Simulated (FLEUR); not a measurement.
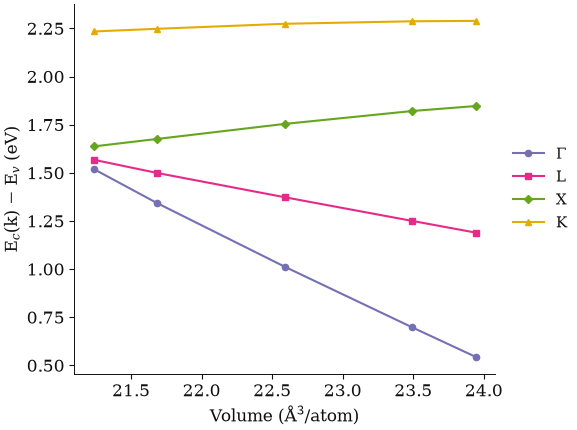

Lowest conduction level at each named k point, counted from the valence-band top at Γ.

System: zincblende GaAs, space group F-43m (No. 216), 2 atoms in the primitive cell. The cell is scaled uniformly. Method: r2SCAN, all-electron, no spin polarisation, no spin-orbit coupling, 8×8×8 k mesh, Fermi-Dirac smearing of 0.05 eV (FLEUR MaX-R8.1 (later development tree)).

Question: How does each level move from 21.23 Å³/atom to 23.94 Å³/atom?

Answer: Γ falls by 0.98 eV, L falls by 0.38 eV, X rises by 0.21 eV and K rises by 0.06 eV.

Question: What are the deformation potentials dE/d ln V?

Answer: Straight lines against ln V have slopes of −8.1 eV at Γ, −3.1 eV at L, +1.8 eV at X and +0.5 eV at K.

The values:
```csv
volume,Γ (eV),L (eV),X (eV),K (eV)
21.23 Å³/atom,1.52,1.57,1.64,2.23
21.69 Å³/atom,1.34,1.50,1.68,2.25
22.59 Å³/atom,1.01,1.37,1.75,2.27
23.49 Å³/atom,0.70,1.25,1.82,2.29
23.94 Å³/atom,0.54,1.19,1.85,2.29
```

The meta-GGA is that of a development version, with a GGA for the radial functions and cores and without core tails. Spin-orbit coupling is left out, which matters for As. LDA, GGA and most meta-GGA functionals understate gaps.
